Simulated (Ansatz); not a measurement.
**BiS2: geometry relaxation (part 3 of 3)**

Continued. System: BiS2 (C2/m, 12 atoms in the cell). Method: DFT PBEsol, scalar-relativistic, plane waves, PAW, no spin polarisation (Ansatz 0.2.0); cutoff 420 eV, 8×8×4 k-mesh, Gaussian smearing of 0.02 eV. The structure derives from a Materials Project entry.

Geometry of the input (Å; fractional positions):
```
7.9355  -2.0221  0.0000
7.9355  2.0221  0.0000
-7.0326  0.0000  9.2937
Bi 0.7002  0.7002  0.5989
Bi 0.6086  0.6086  0.8938
Bi 0.3914  0.3914  0.1062
Bi 0.2998  0.2998  0.4011
S  0.6580  0.6580  0.3445
S  0.2112  0.2112  0.8499
S  0.0777  0.0777  0.0384
S  0.7888  0.7888  0.1501
S  0.9644  0.9644  0.5507
S  0.9223  0.9223  0.9616
S  0.3420  0.3420  0.6555
S  0.0356  0.0356  0.4493
```

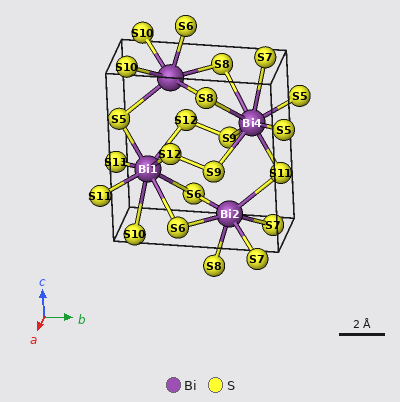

The geometry at step 6 of the log (ball-and-stick view of the reduced cell, seen at an oblique angle; bonded neighbours outside the cell are drawn too; atoms are numbered from 1 in the order of the input).

**Output, continued**
```
  k-point 0: bands = ["-14.5055", "-14.4999", "-14.4809", "-14.4804", "-14.4794", "-14.4723", "-14.4579", "-14.4574", "-14.4573", "-14.4510", "-14.4473", "-14.4431", "-14.4358", "-14.4306", "-14.4287", "-14.4259", "-14.4197", "-14.4084", "-14.4083", "-14.3959", "-6.9202", "-6.4385", "-5.1498", "-5.0638", "-4.1745", "-3.9992", "-3.4332", "-3.2307", "-1.2065", "-0.9955", "-0.5667", "0.1178", "2.8420", "3.6791", "3.9418", "3.9445", "4.7060", "4.9644", "5.1096", "5.2021", "5.4071", "5.4503", "5.7369", "6.0733", "6.1978", "6.5843", "6.7645", "7.0459", "7.3906", "7.4800", "7.5094", "7.9451", "8.2003", "8.3401", "9.6149", "9.6991", "10.1797", "10.4913", "10.7383", "10.9899", "11.0434", "11.3022", "11.4493", "11.7074", "11.7310", "11.7441"]
  k-point 1: bands = ["-14.5055", "-14.4998", "-14.4809", "-14.4804", "-14.4793", "-14.4728", "-14.4579", "-14.4574", "-14.4568", "-14.4514", "-14.4473", "-14.4431", "-14.4358", "-14.4306", "-14.4285", "-14.4259", "-14.4195", "-14.4085", "-14.4083", "-14.3959", "-6.8752", "-6.4932", "-5.1851", "-5.1151", "-4.0235", "-3.9035", "-3.4634", "-3.3609", "-1.1396", "-0.8134", "-0.7054", "-0.0115", "2.8291", "3.2944", "3.8131", "4.3027", "4.7129", "4.8788", "4.9928", "5.3583", "5.5575", "5.8245", "5.8799", "6.1246", "6.4472", "6.6327", "6.7212", "6.9471", "7.0125", "7.2903", "7.6378", "7.9186", "7.9660", "8.1739", "9.5605", "10.0601", "10.3070", "10.5403", "10.5612", "10.8427", "10.9039", "11.3396", "11.5772", "11.7589", "11.8101", "11.8590"]
  k-point 2: bands = ["-14.5055", "-14.4998", "-14.4809", "-14.4804", "-14.4791", "-14.4732", "-14.4580", "-14.4574", "-14.4564", "-14.4518", "-14.4473", "-14.4431", "-14.4359", "-14.4306", "-14.4283", "-14.4259", "-14.4194", "-14.4087", "-14.4083", "-14.3960", "-6.8104", "-6.5689", "-5.1993", "-5.1715", "-3.8922", "-3.6806", "-3.5662", "-3.5326", "-1.0014", "-0.9308", "-0.4786", "-0.2848", "2.8122", "3.1320", "3.8115", "3.9881", "4.8362", "4.9093", "5.5116", "5.5167", "5.6370", "5.7127", "5.9461", "6.3496", "6.6379", "6.7390", "6.7455", "6.7740", "6.8698", "7.3446", "7.3518", "7.3936", "7.9906", "8.1437", "9.7184", "9.9902", "10.3388", "10.6704", "10.6838", "10.6939", "11.0298", "11.0834", "11.6651", "11.7248", "11.9126", "11.9520"]
  k-point 77: bands = ["-14.5056", "-14.4998", "-14.4812", "-14.4802", "-14.4797", "-14.4716", "-14.4588", "-14.4579", "-14.4566", "-14.4518", "-14.4473", "-14.4426", "-14.4362", "-14.4308", "-14.4278", "-14.4257", "-14.4196", "-14.4083", "-14.4083", "-14.3960", "-6.6967", "-6.4630", "-5.5820", "-5.5411", "-3.8085", "-3.7517", "-2.5565", "-2.5253", "-2.1338", "-2.1288", "-0.1666", "-0.0838", "3.5292", "3.9007", "4.1772", "4.2227", "4.4023", "4.5598", "4.5873", "4.7426", "5.7557", "5.8724", "6.2025", "6.2080", "6.3446", "6.7421", "6.8448", "6.9066", "7.0543", "7.2340", "7.2687", "7.3839", "7.8830", "7.9546", "9.8001", "10.0685", "10.2634", "10.5095", "11.0616", "11.1273", "11.2747", "11.4481", "11.7521", "11.7708", "11.8796", "12.0886"]
--- Relaxed structure (9 steps of the walk, 7 accepted, 1 SCFs on fresh bases) ---
  F+E_penalty+E_count = -56050.98999480 eV   max|allowed force component| = 3.466e-3 eV/Å   (the final SCF, on the basis selected at the relaxed cell)
  cell:  # Å, volume = 277.9394 Å³
    - [7.878450244959175, -1.9965712456654199, 0.0340984889659765]
    - [7.878450244959175, 1.9965712456654199, 0.03409848896597649]
    - [-6.942061939896131, -3.584585551721368e-17, 8.804708354584399]
  atoms:
    - { symbol: Bi, position: [0.7072331335050769, 0.7072331335050769, 0.613021830838451] }
    - { symbol: Bi, position: [0.6010695017103681, 0.6010695017103681, 0.8744218848105397] }
    - { symbol: Bi, position: [0.39893049828963195, 0.39893049828963195, 0.1255781151894601] }
    - { symbol: Bi, position: [0.29276686649492323, 0.29276686649492323, 0.38697816916154887] }
    - { symbol: S, position: [0.6535058668764397, 0.6535058668764397, 0.3375291680495525] }
    - { symbol: S, position: [0.21450039929125658, 0.21450039929125658, 0.8475970475564939] }
    - { symbol: S, position: [0.07691993591760858, 0.07691993591760858, 0.03203428462042396] }
    - { symbol: S, position: [0.7854996007087435, 0.7854996007087435, 0.1524029524435059] }
    - { symbol: S, position: [0.9635266446141972, 0.9635266446141972, 0.5520897753249705] }
    - { symbol: S, position: [0.9230800640823915, 0.9230800640823915, 0.967965715379576] }
    - { symbol: S, position: [0.34649413312356026, 0.34649413312356026, 0.6624708319504472] }
    - { symbol: S, position: [0.03647335538580296, 0.03647335538580296, 0.4479102246750294] }
```

**Trajectory as extended XYZ (Å, eV, eV/Å), 10 frames, from step=1 to step=10**
```
12
Lattice="7.9355 -2.0221 0.0000 7.9355 2.0221 0.0000 -7.0326 0.0000 9.2937" Properties=species:S:1:pos:R:3:forces:R:3 step=1 energy=-56050.85618 pressure_GPa=-1.47
Bi    6.9018    0.0000    5.5657    0.0092   0.0000   0.0289
Bi    3.3734    0.0000    8.3069   -0.0003   0.0000  -0.0390
Bi    5.4651    0.0000    0.9868    0.0003   0.0000   0.0390
Bi    1.9366    0.0000    3.7280   -0.0092   0.0000  -0.0289
S     8.0195    0.0000    3.2020   -0.0146   0.0000  -0.0334
S    -2.6252    0.0000    7.8983   -0.0015   0.0000  -0.0936
S     0.9630    0.0000    0.3568    0.2418   0.0000   0.1158
S    11.4636    0.0000    1.3954    0.0015   0.0000   0.0936
S    11.4326    0.0000    5.1179   -0.1566   0.0000   0.0929
S     7.8754    0.0000    8.9369   -0.2418   0.0000  -0.1158
S     0.8190    0.0000    6.0917    0.0146   0.0000   0.0334
S    -2.5942    0.0000    4.1758    0.1566   0.0000  -0.0929
12
Lattice="7.6580 -1.9671 -0.0144 7.6580 1.9671 -0.0144 -6.8035 0.0000 8.8564" Properties=species:S:1:pos:R:3:forces:R:3 step=2 energy=-56050.78370 pressure_GPa=3.43 accepted=F
Bi    6.6314    0.0000    5.3501    0.0040   0.0000   0.2355
Bi    3.2293    0.0000    7.8362   -0.0872   0.0000  -0.2577
Bi    5.2832    0.0000    0.9914    0.0872   0.0000   0.2577
Bi    1.8811    0.0000    3.4775   -0.0040   0.0000  -0.2355
S     7.6679    0.0000    2.9543    0.1754   0.0000  -0.0716
S    -2.4835    0.0000    7.4243   -0.0639   0.0000   0.1715
S     0.9565    0.0000    0.3843   -0.0247   0.0000  -0.1340
S    10.9960    0.0000    1.4033    0.0639   0.0000  -0.1715
S    10.9984    0.0000    4.8865   -0.0001   0.0000   0.1013
S     7.5561    0.0000    8.4434    0.0247   0.0000   0.1340
S     0.8447    0.0000    5.8733   -0.1754   0.0000   0.0716
S    -2.4859    0.0000    3.9412    0.0001   0.0000  -0.1013
12
Lattice="7.8540 -2.0007 0.0043 7.8540 2.0007 0.0043 -6.9552 0.0000 9.0789" Properties=species:S:1:pos:R:3:forces:R:3 step=3 energy=-56050.95371 pressure_GPa=-0.11
Bi    6.8269    0.0000    5.4753    0.0095   0.0000   0.1061
Bi    3.3396    0.0000    8.0850   -0.0378   0.0000  -0.1177
Bi    5.4131    0.0000    1.0026    0.0378   0.0000   0.1177
Bi    1.9258    0.0000    3.6122   -0.0095   0.0000  -0.1061
S     7.9187    0.0000    3.0987    0.0335   0.0000  -0.0519
S    -2.5689    0.0000    7.6828   -0.0056   0.0000  -0.0265
S     0.9630    0.0000    0.3644    0.1219   0.0000   0.0111
S    11.3216    0.0000    1.4047    0.0056   0.0000   0.0265
S    11.3091    0.0000    5.0248   -0.0881   0.0000   0.0755
S     7.7897    0.0000    8.7231   -0.1219   0.0000  -0.0111
S     0.8340    0.0000    5.9888   -0.0335   0.0000   0.0519
S    -2.5564    0.0000    4.0627    0.0881   0.0000  -0.0755
12
Lattice="7.8603 -1.9981 0.0289 7.8603 1.9981 0.0289 -6.9320 0.0000 8.8563" Properties=species:S:1:pos:R:3:forces:R:3 step=4 energy=-56050.97943 pressure_GPa=0.16
Bi    6.8496    0.0000    5.4303    0.0381   0.0000   0.0951
Bi    3.3662    0.0000    7.8212    0.0397   0.0000  -0.0408
Bi    5.4224    0.0000    1.0930   -0.0397   0.0000   0.0408
Bi    1.9390    0.0000    3.4839   -0.0381   0.0000  -0.0951
S     7.9338    0.0000    3.0367    0.0825   0.0000  -0.0611
S    -2.5242    0.0000    7.5330   -0.0026   0.0000  -0.1795
S     0.9786    0.0000    0.3293    0.0071   0.0000  -0.1019
S    11.3128    0.0000    1.3812    0.0026   0.0000   0.1795
S    11.3279    0.0000    4.9583   -0.0459   0.0000  -0.0118
S     7.8100    0.0000    8.5849   -0.0071   0.0000   0.1019
S     0.8548    0.0000    5.8774   -0.0825   0.0000   0.0611
S    -2.5393    0.0000    3.9559    0.0459   0.0000   0.0118
12
Lattice="7.9366 -1.9954 0.0144 7.9366 1.9954 0.0144 -7.0167 0.0000 8.7666" Properties=species:S:1:pos:R:3:forces:R:3 step=5 energy=-56050.92185 pressure_GPa=-0.27 accepted=F
Bi    6.9657    0.0000    5.4190   -0.0614   0.0000   0.0050
Bi    3.4489    0.0000    7.6518   -0.0434   0.0000  -0.1411
Bi    5.4077    0.0000    1.1437    0.0434   0.0000   0.1411
Bi    1.8909    0.0000    3.3764    0.0614   0.0000  -0.0050
S     7.9836    0.0000    2.9477   -0.0059   0.0000   0.1253
S    -2.4991    0.0000    7.4008   -0.0879   0.0000   0.2467
S     1.0241    0.0000    0.1865   -0.3765   0.0000   0.3884
S    11.3557    0.0000    1.3946    0.0879   0.0000  -0.2467
S    11.4130    0.0000    4.8416    0.1010   0.0000   0.0936
S     7.8325    0.0000    8.6089    0.3765   0.0000  -0.3884
S     0.8730    0.0000    5.8477    0.0059   0.0000  -0.1253
S    -2.5564    0.0000    3.9538   -0.1010   0.0000  -0.0936
12
Lattice="7.8635 -1.9928 0.0370 7.8635 1.9928 0.0370 -6.9254 0.0000 8.8400" Properties=species:S:1:pos:R:3:forces:R:3 step=6 energy=-56050.98787 pressure_GPa=-0.06
Bi    6.8838    0.0000    5.4899   -0.0125   0.0000  -0.0978
Bi    3.4070    0.0000    7.7706   -0.0792   0.0000   0.0082
Bi    5.3946    0.0000    1.1434    0.0792   0.0000  -0.0082
Bi    1.9177    0.0000    3.4242    0.0125   0.0000   0.0978
S     7.9309    0.0000    3.0402   -0.0149   0.0000   0.0253
S    -2.4921    0.0000    7.5138    0.0120   0.0000  -0.0081
S     0.9891    0.0000    0.2942   -0.0179   0.0000  -0.0537
S    11.2937    0.0000    1.4002   -0.0120   0.0000   0.0081
S    11.3270    0.0000    4.9481   -0.0029   0.0000  -0.0174
S     7.8125    0.0000    8.6198    0.0179   0.0000   0.0537
S     0.8706    0.0000    5.8738    0.0149   0.0000  -0.0253
S    -2.5255    0.0000    3.9659    0.0029   0.0000   0.0174
12
Lattice="7.8891 -1.9966 0.0347 7.8891 1.9966 0.0347 -6.9508 0.0000 8.7789" Properties=species:S:1:pos:R:3:forces:R:3 step=7 energy=-56050.99112 pressure_GPa=-0.04
Bi    6.8983    0.0000    5.4316   -0.0126   0.0000   0.0425
Bi    3.4010    0.0000    7.7040    0.0659   0.0000   0.0412
Bi    5.4265    0.0000    1.1444   -0.0659   0.0000  -0.0412
Bi    1.9292    0.0000    3.4168    0.0126   0.0000  -0.0425
S     7.9678    0.0000    3.0059   -0.0032   0.0000  -0.0168
S    -2.5051    0.0000    7.4565   -0.0075   0.0000   0.0150
S     0.9927    0.0000    0.2789   -0.0205   0.0000   0.0106
S    11.3325    0.0000    1.3919    0.0075   0.0000  -0.0150
S    11.3657    0.0000    4.9138    0.0071   0.0000   0.0093
S     7.8348    0.0000    8.5695    0.0205   0.0000  -0.0106
S     0.8597    0.0000    5.8425    0.0032   0.0000   0.0168
S    -2.5382    0.0000    3.9346   -0.0071   0.0000  -0.0093
12
Lattice="7.8789 -1.9977 0.0361 7.8789 1.9977 0.0361 -6.9401 0.0000 8.7927" Properties=species:S:1:pos:R:3:forces:R:3 step=8 energy=-56050.99230 pressure_GPa=-0.00
Bi    6.8910    0.0000    5.4442   -0.0024   0.0000  -0.0096
Bi    3.4030    0.0000    7.7313    0.0034   0.0000  -0.0088
Bi    5.4147    0.0000    1.1337   -0.0034   0.0000   0.0088
Bi    1.9267    0.0000    3.4208    0.0024   0.0000   0.0096
S     7.9551    0.0000    3.0135    0.0022   0.0000   0.0029
S    -2.5019    0.0000    7.4668   -0.0034   0.0000   0.0015
S     0.9898    0.0000    0.2868    0.0008   0.0000  -0.0004
S    11.3196    0.0000    1.3982    0.0034   0.0000  -0.0015
S    11.3511    0.0000    4.9242   -0.0011   0.0000  -0.0034
S     7.8279    0.0000    8.5781   -0.0008   0.0000   0.0004
S     0.8626    0.0000    5.8515   -0.0022   0.0000  -0.0029
S    -2.5334    0.0000    3.9408    0.0011   0.0000   0.0034
12
Lattice="7.8784 -1.9966 0.0341 7.8784 1.9966 0.0341 -6.9421 0.0000 8.8047" Properties=species:S:1:pos:R:3:forces:R:3 step=9 energy=-56050.99237 pressure_GPa=-0.00
Bi    6.8882    0.0000    5.4457   -0.0006   0.0000  -0.0011
Bi    3.4007    0.0000    7.7400    0.0012   0.0000  -0.0021
Bi    5.4141    0.0000    1.1329   -0.0012   0.0000   0.0021
Bi    1.9267    0.0000    3.4272    0.0006   0.0000   0.0011
S     7.9541    0.0000    3.0164   -0.0021   0.0000   0.0006
S    -2.5042    0.0000    7.4775    0.0000   0.0000  -0.0033
S     0.9896    0.0000    0.2873    0.0027   0.0000   0.0033
S    11.3190    0.0000    1.3954    0.0000   0.0000   0.0033
S    11.3496    0.0000    4.9267    0.0007   0.0000   0.0031
S     7.8252    0.0000    8.5856   -0.0027   0.0000  -0.0033
S     0.8608    0.0000    5.8565    0.0021   0.0000  -0.0006
S    -2.5347    0.0000    3.9462   -0.0007   0.0000  -0.0031
12
Lattice="7.8784 -1.9966 0.0341 7.8784 1.9966 0.0341 -6.9421 0.0000 8.8047" Properties=species:S:1:pos:R:3:forces:R:3 step=10 energy=-56050.99000 pressure_GPa=-0.00
Bi    6.8882    0.0000    5.4457   -0.0008   0.0000  -0.0009
Bi    3.4007    0.0000    7.7400    0.0011   0.0000  -0.0024
Bi    5.4141    0.0000    1.1329   -0.0011   0.0000   0.0024
Bi    1.9267    0.0000    3.4272    0.0008   0.0000   0.0009
S     7.9541    0.0000    3.0164   -0.0020   0.0000   0.0003
S    -2.5042    0.0000    7.4775   -0.0001   0.0000  -0.0035
S     0.9896    0.0000    0.2873    0.0026   0.0000   0.0033
S    11.3190    0.0000    1.3954    0.0001   0.0000   0.0035
S    11.3496    0.0000    4.9267    0.0007   0.0000   0.0032
S     7.8252    0.0000    8.5856   -0.0026   0.0000  -0.0033
S     0.8608    0.0000    5.8565    0.0020   0.0000  -0.0003
S    -2.5347    0.0000    3.9462   -0.0007   0.0000  -0.0032
```

**Results in brief**

```csv
quantity,value
outcome,converged
space group (tolerance 0.01 Å),C2/m (12)
electrons treated,108
free energy,−56050.9900 eV
Fermi energy,8.901 eV
gap on the k-point mesh,0.97 eV
pressure,0.00 GPa
final volume,277.94 Å³
largest force (length of the vector) at the end,0.004 eV/Å
final cell,"a = 8.128 Å, b = 8.128 Å, c = 11.212 Å, α = 126.65°, β = 126.65°, γ = 28.44°"
wall time,2.1 min (CPU time 15 min)
peak memory,1.9 GiB
```

**Notes**

Spin–orbit coupling is left out, which matters for Bi.
